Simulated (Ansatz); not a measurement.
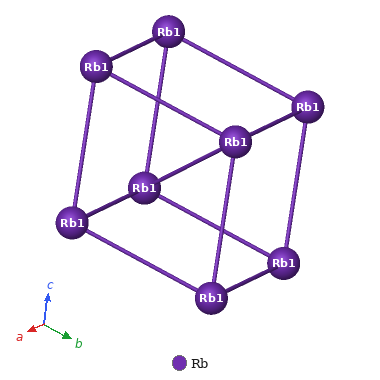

The system is Rb (Im-3m, No. 229; 1 atom in the cell); the picture shows the reference structure. The energy is mapped over two homogeneous strains (x, y and z along the cube axes). First axis: engineering shear strain xy. Second axis: strain +e along x and -e along y. Nothing is relaxed (symmetry fixes all fractional coordinates). The scan uses a 5 × 5 grid; 9 points were computed and 16 follow by symmetry. Points are written as (first, second). Energies are in meV/atom, from the lowest grid point. The calculation used DFT PBE, scalar-relativistic, plane waves, PAW (Ansatz 0.2.0). Settings: cutoff 420 eV, k-mesh 12×12×12, gaussian smearing 0.15 eV, no spin polarisation.

Its coordinates:

```yaml
crystal:
  lattice:
    - [-2.83528, 2.83528, 2.83528]
    - [2.83528, -2.83528, 2.83528]
    - [2.83528, 2.83528, -2.83528]
  atoms:
    - { symbol: Rb, position: [0.00000, 0.00000, 0.00000] }
```

The input of one point:

```yaml
crystal:
  lattice:
    - [-2.8352805449, 2.8352805449, 2.8352805449]
    - [2.8352805449, -2.8352805449, 2.8352805449]
    - [2.8352805449, 2.8352805449, -2.8352805449]
  atoms:
    - { symbol: Rb, position: [0.0, 0.0, 0.0] }
basis:
  ecutwfc: 420
kpoints:
  mp_grid: { grid: [12, 12, 12] }
hamiltonian:
  xc: pbe
scf:
  occupations: { method: gaussian, width: 0.15 }
output:
  forces: true
  stress: true
  eigenvalues: true
```

Range: engineering shear strain xy from −14 to 14 %; strain +e along x and -e along y from −7.0 to 7.0 %.

### What landscape does the calculation give?

The lowest grid point is at (0 %, 0.0 %). It is the only kind of minimum in the scanned range. The highest grid point, (−14 %, −7.0 %), lies 11.5 meV/atom above the lowest. Round the minimum the two coordinates are nearly uncoupled.

```
second ↓, first →   −14   −7    0    7    14
              7.0  11.5  3.7  1.1  3.7  11.5
              3.5  10.7  2.8  0.2  2.8  10.7
              0.0  10.5  2.6  0.0  2.6  10.5
             −3.5  10.7  2.8  0.2  2.8  10.7
             −7.0  11.5  3.7  1.1  3.7  11.5
```

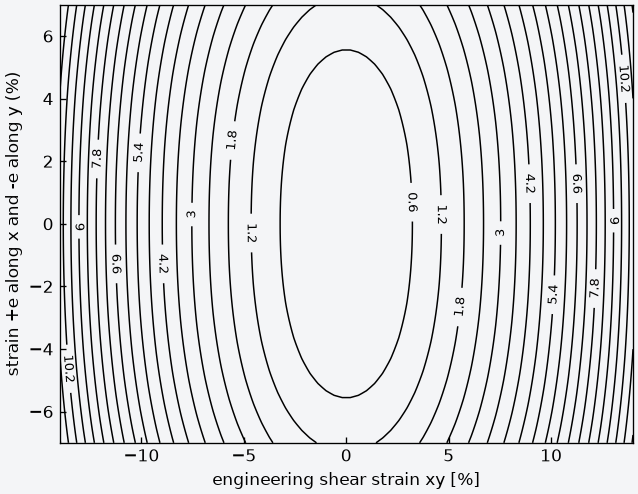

Drawn: contour lines labelled in meV/atom. Between grid points the surface is interpolated.

The whole map (9 points run) took 5.1 min on 1 thread of Intel(R) Xeon(R) Platinum 8488C (Sapphire Rapids) (shared host).
